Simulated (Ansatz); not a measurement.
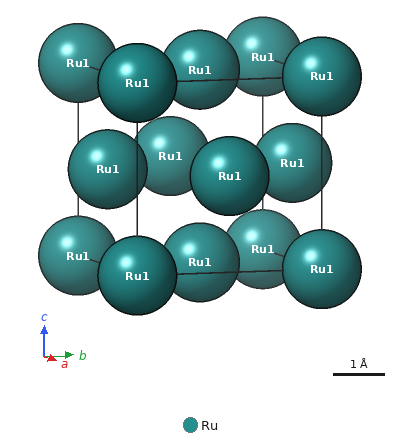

Figure 1. The structure as given in the input (spheres-only view of the cell 4 times as large as that of the calculation, set on its symmetry axes, seen slightly off an axis; atoms are numbered from 1 in the order of the input).

## What a change does: single-point calculation on Ru

System: Ru (Fm-3m, 1 atom in the cell).
Method of the first run: DFT, PBE, plane waves, PAW, no spin polarisation (Ansatz 0.2.0).

The structure derives from an entry of the Crystallography Open Database. Text and figures count atoms from 1; the logs count them from 0 in places.

## Input file, the first run
```yaml
crystal:
  lattice:
    - [0.0, 1.9050840396, 1.9050840396]
    - [1.9050840396, 0.0, 1.9050840396]
    - [1.9050840396, 1.9050840396, 0.0]
  atoms:
    - { symbol: Ru, position: [0.0, 0.0, 0.0] }
basis:
  ecutwfc: 420
kpoints:
  mp_grid: { grid: [18, 18, 18] }
hamiltonian:
  xc: pbe
scf:
  occupations: { method: gaussian, width: 0.1 }
  convergence: { dr2_threshold: 1.0e-08 }
  n_extra_bands: 8
output:
  forces: true
  eigenvalues: true
  stress: true
```

Command:
```bash
ansatz run input.yaml --threads 4 --pin off --max-ram 2560MiB --backend cpu --events-out ev --progress --plain --runs-dir out
```

Hardware: 4 threads of Intel Xeon @ 2.30GHz, 28 GiB of memory available, shared host.

## Output, shortened to warnings, some set-up lines, iterations and results (the first run)
```
Warning: output.stress: scf.convergence.dr2_threshold = 1e-8 eV is looser than the 1e-10 eV advised for a printed stress (1e-10 eV for each atom of the cell: 1). What an SCF threshold leaves in a stress goes as its square root, and in the free energy as the threshold itself, and one threshold admits the most on a small cell: of the crystals measured, under no hybrid functional and no lock of the …
Basis set: ecut = 420 eV, 283 PW (Γ), exchange–correlation on 40×40×40 points (8 copies of the dense FFT grid, shifted against one another)
Symmetry: 48 space group operations
k-points: 195 of 5832
Initial density: superposition of atomic densities (neutral atoms: chi_scale 0, normalization atom), corrected by the library's trained network
[...]
SCF iter   1: F=—  HF=-5878.580136 eV  |F-HF|=—  |Δ(HF+E_count)|=         —  Δρ=7.56e-3  dr2=2.18e-3  ethr=1.77e-3  ⟨swp⟩=5.6  Hψ=16172  notcnv=0  defer=26
SCF iter   2: F=—  HF=-5878.579860 eV  |F-HF|=—  |Δ(HF+E_count)|=   2.76e-4  Δρ=3.96e-3  dr2=6.29e-4  ethr=1.36e-5  ⟨swp⟩=2.1  Hψ=5890  notcnv=0  defer=169
SCF iter   3: F=—  HF=-5878.579839 eV  |F-HF|=—  |Δ(HF+E_count)|=   2.16e-5  Δρ=1.67e-3  dr2=8.56e-5  ethr=3.93e-6  ⟨swp⟩=2.8  Hψ=4141  notcnv=0  defer=169
SCF iter   4: F=—  HF=-5878.579871 eV  |F-HF|=—  |Δ(HF+E_count)|=   3.28e-5  Δρ=2.97e-4  dr2=1.04e-5  ethr=5.35e-7  ⟨swp⟩=1.1  Hψ=2708  notcnv=0  defer=169
SCF iter   5: F=—  HF=-5878.579869 eV  |F-HF|=—  |Δ(HF+E_count)|=   2.87e-6  Δρ=3.97e-5  dr2=1.47e-7  ethr=6.52e-8  ⟨swp⟩=2.6  Hψ=4046  notcnv=0  defer=169
SCF iter   6: F=—  HF=-5878.579869 eV  |F-HF|=—  |Δ(HF+E_count)|=   7.56e-7  Δρ=8.98e-6  dr2=9.68e-9  ethr=6.25e-11  ⟨swp⟩=6.5  Hψ=14884  notcnv=0
SCF iter   7: F=-5878.579869 eV  HF=-5878.579869 eV  |F-HF|=5.32e-10  |Δ(HF+E_count)|=   2.44e-9  Δρ=2.34e-6  dr2=7.17e-10  ethr=6.05e-11  ⟨swp⟩=2.2  Hψ=8863  notcnv=0
SCF 1 converged in 7 iterations: F = -5878.579869 eV  dr2 = 7.17e-10
SCF converged after 7 iterations
Free energy (F): -5878.579869 eV
Harris-Foulkes:  -5878.579869 eV  (|F-HF|=5.32e-10)
Internal energy: -5878.574777 eV  (E = F + TS)
E sigma→0 (E₀):  -5878.577323 eV
Entropy (-TS):   -0.005093 eV (-5.093 meV/atom)
Fermi energy:    22.879585 eV
--- Per-component energies (eV) ---
  E_band       = -60.183277
  E_kinetic    = 513.847796
  E_local      = -1276.518524  (includes V_loc(G=0)·N_el)
  E_nonlocal   = 343.107490
  E_hartree    = 410.052252
  E_xc         = -190.430006
  E_vxc        = -239.067224  (∫ρ·V_xc dr)
  E_paw        = -3460.723633  (= ΣΔE_a)
  E_vpaw       = -221.658204  (= ΣTr[D̂ρ^β])
  E_aug_tail   = -0.000195  (compensation charges beyond the density's cutoff)
  E_ewald      = -2217.909957
  E_smearing   = -0.005093  (= −TS)
  E_closure    = 0.000000  (closes the sum)
  Σ components = -5878.579869   (vs F -5878.579869, Δ=0.00e0)
--- Forces (eV/Å), atoms counted from 1 ---
  atom   1  Ru    -0.00000000     0.00000000     0.00000000
  max |Σ_I F_I| component: 6.37e-32 eV/Å
--- Stress (GPa, compression-positive) ---
        0.016052       0.000000       0.000000
       -0.000000       0.016052       0.000000
        0.000000       0.000000       0.016052
  P = ⅓ Tr σ = 0.0161 GPa (0.161 kbar)
```

For the second run the input was changed thus:
```diff
-    - [0.0, 1.9050840396, 1.9050840396]
-    - [1.9050840396, 0.0, 1.9050840396]
-    - [1.9050840396, 1.9050840396, 0.0]
+    - [0.0, 1.915, 1.915]
+    - [1.915, 0.0, 1.915]
+    - [1.915, 1.915, 0.0]
-  mp_grid: { grid: [18, 18, 18] }
+  mp_grid: { grid: [8, 8, 8] }
-  convergence: { dr2_threshold: 1.0e-08 }
-  n_extra_bands: 8
```

What does this change do to the results?

With the same functional and potentials, the second run lies 30.5 meV per atom lower (other lines of the input change too). The pressure goes from 0.02 to −5.35 GPa. The volume per atom goes from 13.83 to 14.05 Å³. The SCF takes 6 iterations against 7. The irreducible k-points go from 195 to 29.

## Output, shortened to warnings, some set-up lines, iterations and results (the second run)
```
Basis set: ecut = 420 eV, 283 PW (Γ), exchange–correlation on 40×40×40 points (8 copies of the dense FFT grid, shifted against one another)
Symmetry: 48 space group operations
k-points: 29 of 512
Initial density: superposition of atomic densities (neutral atoms: chi_scale 0, normalization atom), corrected by the library's trained network
[...]
SCF iter   1: F=—  HF=-5878.610736 eV  |F-HF|=—  |Δ(HF+E_count)|=         —  Δρ=8.40e-3  dr2=2.56e-3  ethr=1.77e-3  ⟨swp⟩=5.0  Hψ=1928  notcnv=0
SCF iter   2: F=—  HF=-5878.610304 eV  |F-HF|=—  |Δ(HF+E_count)|=   4.31e-4  Δρ=4.09e-3  dr2=4.69e-4  ethr=1.60e-5  ⟨swp⟩=2.2  Hψ=738  notcnv=0
SCF iter   3: F=—  HF=-5878.610394 eV  |F-HF|=—  |Δ(HF+E_count)|=   9.01e-5  Δρ=1.49e-3  dr2=8.42e-5  ethr=2.93e-6  ⟨swp⟩=2.8  Hψ=562  notcnv=0
SCF iter   4: F=—  HF=-5878.610408 eV  |F-HF|=—  |Δ(HF+E_count)|=   1.32e-5  Δρ=1.14e-4  dr2=1.17e-6  ethr=5.26e-7  ⟨swp⟩=2.3  Hψ=481  notcnv=0
SCF iter   5: F=-5878.610408 eV  HF=-5878.610408 eV  |F-HF|=4.30e-8  |Δ(HF+E_count)|=   1.10e-7  Δρ=2.48e-5  dr2=7.05e-8  ethr=7.33e-9  ⟨swp⟩=2.0  Hψ=569  notcnv=0
SCF iter   6: F=-5878.610408 eV  HF=-5878.610408 eV  |F-HF|=3.99e-9  |Δ(HF+E_count)|=   1.18e-8  Δρ=6.84e-6  dr2=5.87e-9  ethr=4.40e-10  ⟨swp⟩=2.9  Hψ=1236  notcnv=0
SCF 1 converged in 6 iterations: F = -5878.610408 eV  dr2 = 5.87e-9
SCF converged after 6 iterations
Free energy (F): -5878.610408 eV
Harris-Foulkes:  -5878.610408 eV  (|F-HF|=3.99e-9)
Internal energy: -5878.606444 eV  (E = F + TS)
E sigma→0 (E₀):  -5878.608426 eV
Entropy (-TS):   -0.003963 eV (-3.963 meV/atom)
Fermi energy:    22.376893 eV
--- Per-component energies (eV) ---
  E_band       = -66.371107
  E_kinetic    = 513.298850
  E_local      = -1292.969330  (includes V_loc(G=0)·N_el)
  E_nonlocal   = 343.098820
  E_hartree    = 415.304476
  E_xc         = -190.202092
  E_vxc        = -238.756085  (∫ρ·V_xc dr)
  E_paw        = -3460.711471  (= ΣΔE_a)
  E_vpaw       = -221.655252  (= ΣTr[D̂ρ^β])
  E_aug_tail   = -0.000182  (compensation charges beyond the density's cutoff)
  E_ewald      = -2206.425514
  E_smearing   = -0.003963  (= −TS)
  E_closure    = -0.000000  (closes the sum)
  Σ components = -5878.610408   (vs F -5878.610408, Δ=0.00e0)
--- Forces (eV/Å), atoms counted from 1 ---
  atom   1  Ru    -0.00000000     0.00000000     0.00000000
  max |Σ_I F_I| component: 3.29e-32 eV/Å
--- Stress (GPa, compression-positive) ---
       -5.354213       0.000000      -0.000000
        0.000000      -5.354213       0.000000
        0.000000       0.000000      -5.354213
  P = ⅓ Tr σ = -5.3542 GPa (-53.542 kbar)
```

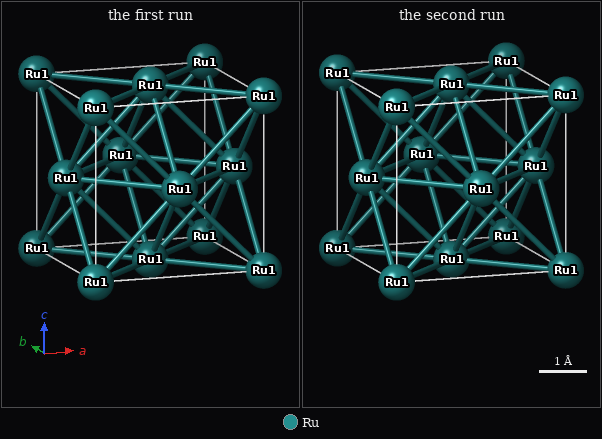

Figure 2. The two input geometries at one scale (ball-and-stick view of the cell 4 times as large as that of the calculation, set on its symmetry axes, seen slightly off an axis). No atom moves by more than 0.005 Å relative to the cell. The volume changes by +1.6 %, with a = b = c 3.810 → 3.830 Å (+0.5 %). Among the contacts that change: Ru1–Ru1 2.694 → 2.708 Å.

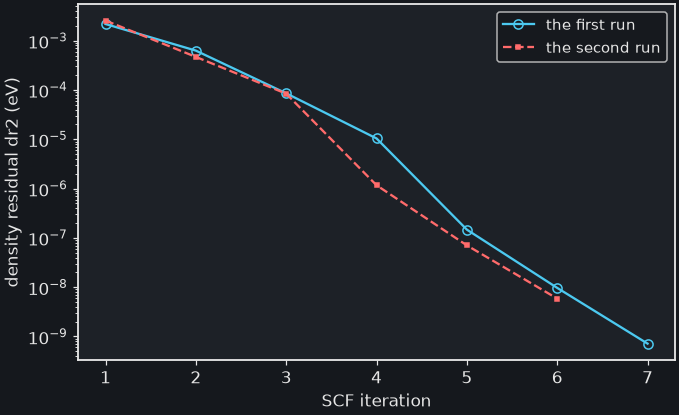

Figure 3. Convergence of the two runs: density residual dr2 against the SCF iteration. The first run takes 7 iterations in all, and the second run takes 6.

## The two runs side by side

| quantity | the first run | the second run |
| --- | --- | --- |
| outcome | converged | converged |
| free energy per atom (eV) | −5878.5799 | −5878.6104 |
| energy per atom, smearing taken to zero (eV) | −5878.5773 | −5878.6084 |
| gap on the mesh (eV) | 0.00 | 0.00 |
| pressure (GPa) | 0.02 | −5.35 |
| volume per atom (Å³) | 13.83 | 14.05 |
| largest force (eV/Å) | 0.000 | 0.000 |
| SCF iterations | 7 | 6 |
| irreducible k-points | 195 | 29 |
| plane waves at Γ | 283 | 283 |

For the first run: Warnings: the SCF threshold is looser than advised for the printed stress. For the second run: The cell is under a tension of 5.4 GPa at this level, so it is not at its equilibrium volume.
